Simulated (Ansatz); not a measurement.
Consider Rb.

Input file:

```
crystal:
  lattice:
    - [3.6274908743, 0.0, 0.0]
    - [-1.8137454371, 3.1414992492, 0.0]
    - [0.0, 0.0, 11.9079804656]
  atoms:
    - { symbol: Rb, position: [0.0, 0.0, 0.0] }
    - { symbol: Rb, position: [0.3333333333, 0.6666666667, 0.75] }
    - { symbol: Rb, position: [0.0, 0.0, 0.5] }
    - { symbol: Rb, position: [0.6666666667, 0.3333333333, 0.25] }
basis:
  ecutwfc: 420
kpoints:
  mp_grid: { grid: [12, 12, 4] }
hamiltonian:
  xc: pbesol
scf:
  occupations: { method: gaussian, width: 0.1 }
output:
  forces: true
  stress: true
  eigenvalues: true
  write_density: true
  write_potential: true
  elf: true
  volumetric_format: npy
relax:
  adjacent_minimum: "off"
  f_tol: 0.008
  max_steps: 50
  cell: { stress_tol: 0.08, p_target: 20.0 }
```

Command:

```sh
ansatz run input.yaml --threads 1 --pin off --max-ram 2560MiB --backend cpu --events-out ev --progress --plain --runs-dir out
```

Below, planes, directions and counts refer to the conventional cell (a = 3.34 Å, b = 3.34 Å, c = 10.98 Å, α = 90.00°, β = 90.00°, γ = 120.00°).

The fields are those of the relaxed geometry.

Space group P6₃/mmc; a structure from a database of computed crystals, not necessarily the ambient phase; computed pressure about 20 GPa in this cell.

Level of theory: DFT PBEsol, scalar-relativistic, plane waves, PAW (Ansatz 0.2.0).

Predict the valence pseudo-density and electron localisation function between the atoms.

Rb–Rb (3.34 Å): ρ is about 0.09 e/Å³ halfway; the ELF is about 0.05 at the midpoint (no shared electron pair shows on this line).

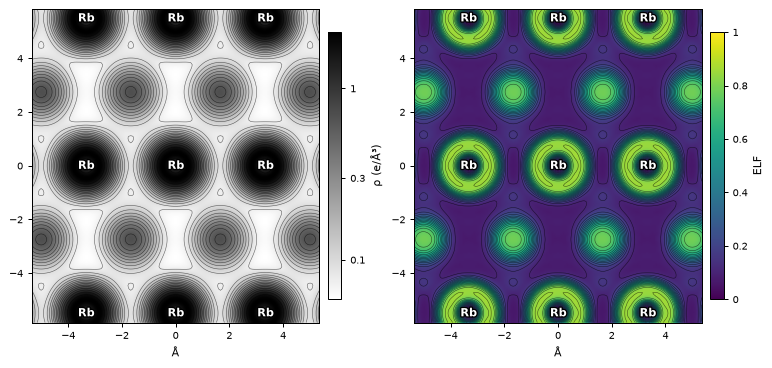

Computed valence pseudo-density and electron localisation function on the (100) plane of the conventional cell, in this order. 

The density is the valence pseudo-density of a PAW calculation; it isn't the true density close to the nuclei.
